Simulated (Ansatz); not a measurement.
The calculation's input:

```
crystal:
  lattice:
    - [6.646016655, 0.0, 0.0]
    - [-3.3230083275, 5.7556192572, 0.0]
    - [0.0, 0.0, 13.9183231636]
  atoms:
    - { symbol: Pb, position: [0.6666666667, 0.3333333333, 0.9350414422] }
    - { symbol: Pb, position: [0.6666666667, 0.3333333333, 0.5649585578] }
    - { symbol: Pb, position: [0.3333333333, 0.6666666667, 0.0649585578] }
    - { symbol: Pb, position: [0.3333333333, 0.6666666667, 0.4350414422] }
    - { symbol: Se, position: [0.0, 0.2430109529, 0.0] }
    - { symbol: Se, position: [0.2430109529, 0.2430109529, 0.5] }
    - { symbol: Se, position: [0.7569890471, 0.0, 0.5] }
    - { symbol: Se, position: [0.7569890471, 0.7569890471, 0.0] }
    - { symbol: Se, position: [0.0, 0.7569890471, 0.5] }
    - { symbol: Se, position: [0.6666666667, 0.3333333333, 0.75] }
    - { symbol: Se, position: [0.3333333333, 0.6666666667, 0.25] }
    - { symbol: Se, position: [0.2430109529, 0.0, 0.0] }
basis:
  ecutwfc: 420
kpoints:
  mp_grid: { grid: [6, 6, 4] }
hamiltonian:
  xc: lda
scf:
  occupations: { method: gaussian, width: 0.1 }
output:
  forces: true
  stress: true
  eigenvalues: true
  write_density: true
  write_potential: true
  elf: true
  volumetric_format: npy
relax:
  adjacent_minimum: "off"
  f_tol: 0.01
  max_steps: 60
  cell: { stress_tol: 0.1 }
```

Command:

```sh
ansatz run input.yaml --threads 2 --pin off --max-ram 5120MiB --backend cpu --events-out ev --progress --plain --runs-dir out
```

Below, planes, directions and counts refer to the conventional cell (a = 6.62 Å, b = 6.62 Å, c = 14.20 Å, α = 90.00°, β = 90.00°, γ = 120.00°).

The fields are those of the run's last geometry, not of the input's.

Space group P6₃22.

Method: DFT LDA, scalar-relativistic, plane waves, PAW (Ansatz 0.2.0).

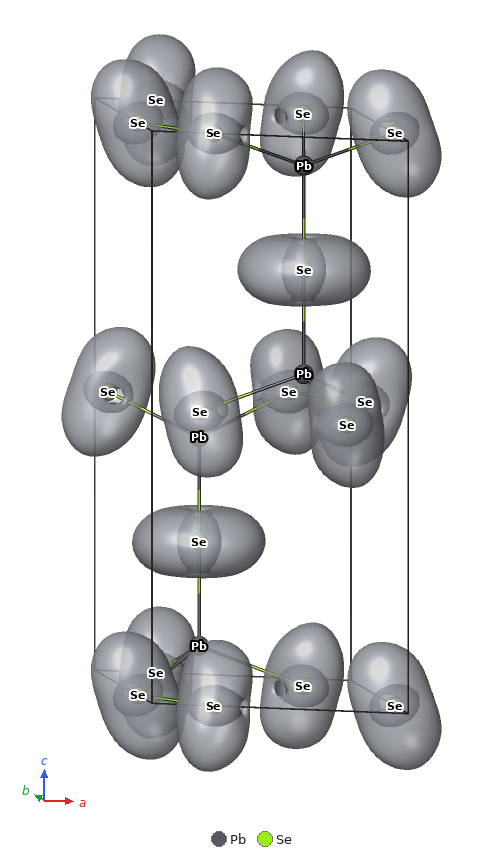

PbSe2. Isosurface of the ELF at 0.7 (grey), seen slightly off an axis. Core shells and regions of very low density are left out. Sticks mark near contacts.

Q: Describe the localisation domains.

A: At this value the surface marks out eight regions wrapped around Se (the valence shell of each), counted in one cell of 12 atoms. Any copies at cell faces, edges or corners count once. Profiles from the grid: Pb–Se (2.59 Å): the ELF is about 0.35 at the midpoint. Se–Se (2.75 Å): the ELF is about 0.35 at the midpoint.

Q: Does the calculation make it a metal, or give it a gap?

A: It is gapless in this calculation (a metal or semimetal).
